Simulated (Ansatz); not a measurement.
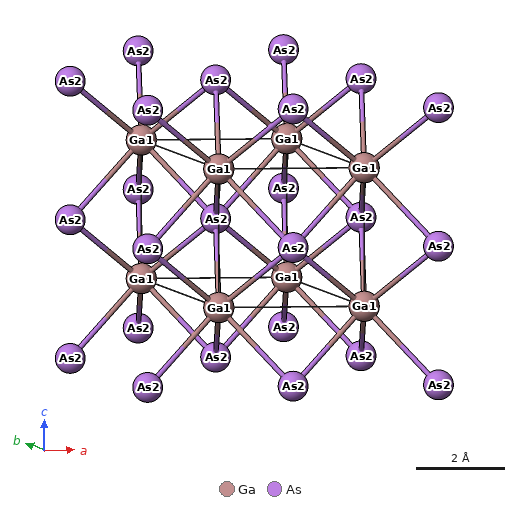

This is the input geometry for a relaxation of crystalline GaAs (a generated structure, set up in P-6m2). A ball-and-stick model of the cell of the calculation, seen from a free direction.

Case: cell and atoms relaxed from a first guess.

All numbers below come from DFT, PBE, PAW with Ansatz's default frozen-core files, scalar-relativistic (Ansatz).

Input
```yaml
crystal:
  lattice:
    - [3.3138433904, 0.0, 0.0]
    - [-1.6569216952, 2.8698725602, 0.0]
    - [0.0, 0.0, 3.2475665225]
  atoms:
    - { symbol: Ga, position: [0.0, 0.0, 0.0] }
    - { symbol: As, position: [0.3333333333, 0.6666666667, 0.5] }
kpoints:
  mp_grid: { grid: [13, 13, 11] }
scf:
  occupations: { method: fermi_dirac, width: 0.05 }
hamiltonian:
  xc: pbe
  pseudopotentials: { kind: paw }
output:
  forces: true
  stress: true
relax:
  f_tol: 0.005
  max_steps: 80
  cell: {}
```

Run as
```bash
ansatz run input.yaml --threads 1 --pin off --max-ram 2048MiB --backend cpu --events-out ev --progress --plain --runs-dir out
```

**Where does the relaxation end?**

The atoms keep their places relative to the cell (all moves are under 0.005 Å). The volume changes by +34.0 %, with a = b 3.314 → 3.840 Å (+15.9 %), c 3.248 → 3.240 Å (−0.2 %). Among the contacts that change: As2–As2 3.314 → 3.840 Å, Ga1–As2 2.509 → 2.746 Å. Bond angles that change, for instance: Ga1–As2–Ga1 80.6° → 72.3°, As2–Ga1–As2 80.6° → 72.3°, As2–Ga1–As2 82.6° → 88.7°. The space group stays P-6m2 (No. 187). Over 8 accepted moves (10 points after the start) the energy falls by 365 meV per atom. All forces vanish by symmetry, so only the cell relaxes. The pressure goes from 30.48 to −0.01 GPa. At 2 points the geometry stayed and the basis and grid were re-selected for the new cell (energy shift of 8.7 meV per atom at most each time). Cost: 25 s on 1 thread of AMD EPYC 9R45 96-Core Processor (Zen 5), on a shared host, peak memory 0.46 GiB.

Step by step:

| step | E − E(0), meV/atom | pressure, GPa | volume, Å³/atom | note |
| --- | --- | --- | --- | --- |
| 0 | 0.00 | 30.48 | 15.443 |  |
| 1 | -271.46 | 10.91 | 17.667 |  |
| 2 | -341.37 | 3.00 | 19.292 |  |
| 3 | -352.49 | 0.23 | 20.131 |  |
| 4 | -353.55 | -0.15 | 20.292 |  |
| 5 | -353.58 | -0.03 | 20.257 |  |
| 6 | -362.27 | 0.79 | 20.257 | same geometry, new basis |
| 7 | -364.24 | 0.50 | 20.499 |  |
| 8 | -364.49 | 0.00 | 20.685 |  |
| 9 | -364.49 | -0.01 | 20.694 |  |
| 10 | -364.59 | -0.01 | 20.694 | same geometry, new basis |

The structure at the end:

```
CELL_PARAMETERS angstrom
3.84042 0.00000 0.00000
-1.92021 3.32590 0.00000
0.00000 0.00000 3.24028
ATOMIC_POSITIONS crystal
Ga 0.00000 0.00000 0.00000
As 0.33333 0.66667 0.50000
```

The end point in the same view:

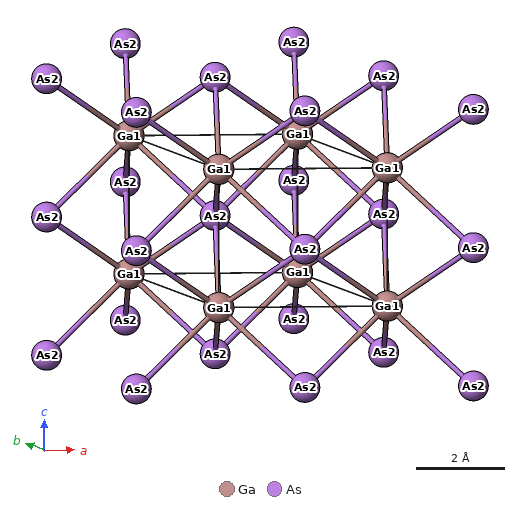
